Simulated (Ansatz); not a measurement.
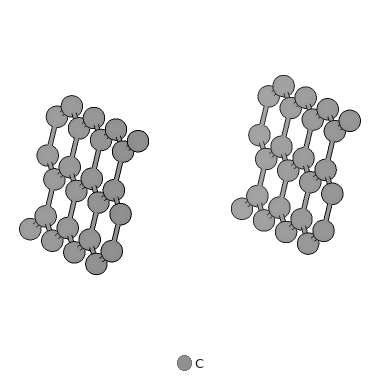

The system is F₂ on a C(101) slab cut from the P6/mmm phase, its upper half relaxed before the scan (12 atoms of substrate and one adsorbate in a 2 × 1 cell); the picture shows it without the atoms that are moved over the map. F2 lies flat over one site of a rigid substrate while its bond length and height are varied; it sits over a top site over C11, heights counted from the top plane, its axis along the second surface vector. First axis: distance F13-F14. Second axis: height of the F2 axis above the plane of C11. The grid has 8 × 8 points. At 17 points there is no value (left out: too close to the surface, or the stretched molecule far from it). Points are written as (first, second). Energies: eV, counted from the lowest grid point. Method: DFT PBE, scalar-relativistic, plane waves, PAW (Ansatz 0.2.0). Settings: cutoff 420 eV, k-mesh 6×3×1, gaussian smearing 0.1 eV, no spin polarisation.

Range: distance F13-F14 from 1.320 to 2.997 Å; height of the F2 axis above the plane of C11 from 0.80 to 3.60 Å.

Question: What landscape does the calculation give?

Answer: The lowest grid point is at (2.332 Å, 0.80 Å). It lies on the edge of the grid, but the force there points inwards, so the minimum lies inside the range. The highest grid point, (1.320 Å, 0.80 Å), lies 18.2 eV above the lowest.

| second ↓, first → | 1.320 | 1.420 | 1.560 | 1.778 | 2.039 | 2.332 | 2.653 | 2.997 |
| --- | --- | --- | --- | --- | --- | --- | --- | --- |
| 3.60 | 5.8 | 5.6 | 5.8 | – | – | – | – | – |
| 3.00 | 5.8 | 5.6 | 5.7 | 6.2 | – | – | – | – |
| 2.60 | 5.9 | 5.7 | 5.7 | 6.0 | – | – | – | – |
| 2.08 | 6.5 | 6.2 | 5.8 | 5.5 | 5.4 | – | – | – |
| 1.76 | 7.5 | 6.6 | 5.5 | 4.4 | 4.0 | 4.1 | 4.5 | – |
| 1.44 | 8.4 | 6.5 | 4.6 | 2.9 | 2.3 | 2.3 | 2.9 | 3.6 |
| 1.12 | 10.2 | 7.1 | 4.1 | 1.4 | 0.4 | 0.5 | 1.3 | 2.3 |
| 0.80 | 18.2 | 12.9 | 7.6 | 3.0 | 0.6 | 0.0 | 0.5 | 1.5 |

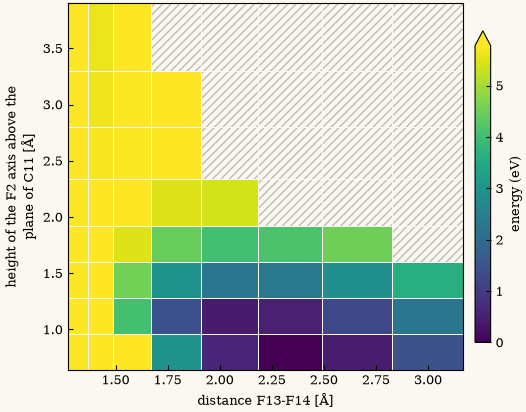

The picture shows one coloured cell a grid point, one colour for all values above the top of the scale, hatched blanks where no value was computed.

Each point was launched as `ansatz run input.yaml --threads 1 --pin off --max-ram 3072MiB --backend cpu --events-out ev --progress --plain --runs-dir out`. The whole map (47 points run) took 58 min on 1 thread of Arm Neoverse V2 (shared host).

PAW datasets: the set soft_1.
